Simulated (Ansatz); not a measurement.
Hf₃₂O₆₃ (cell with a defect), 95 atoms, a = 10.24 Å, b = 10.37 Å, c = 10.57 Å, α = 90.00°, β = 99.35°, γ = 90.00°.

The program warned that a starting moment wasn't kept; spin-polarised, but the moments vanished.

Method: DFT PBE, scalar-relativistic, plane waves, PAW in Ansatz 0.2.0.

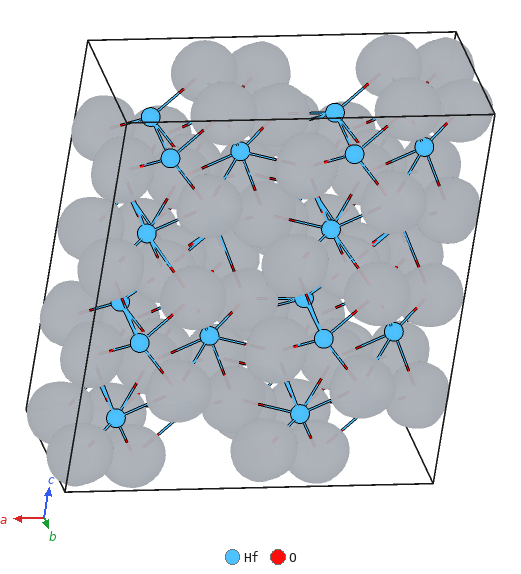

Hf₃₂O₆₃ (cell with a defect). Isosurface of the electron localisation function at 0.65 (grey), seen at an oblique angle. Core shells and regions of very low density are left out. Sticks mark near contacts.

**Where are the electrons localised?**

At this value the surface marks out 63 regions wrapped around O (the valence shell of each) and one pocket between the atoms, centred on no nucleus (multi-centre or interstitial), counted in one cell of 95 atoms. Regions shared between cells count once. Profiles from the grid: Hf–O (2.03 Å): the ELF peaks at about 0.85 in the valence shell of O, 0.6 Å from its nucleus, and drops to about 0.20 between the two atoms; no localised pair shows between them. Hf–O (2.08 Å): the ELF peaks at about 0.85 in the valence shell of O, 0.6 Å from its nucleus, and drops to about 0.20 between the two atoms: no localised pair shows between them.
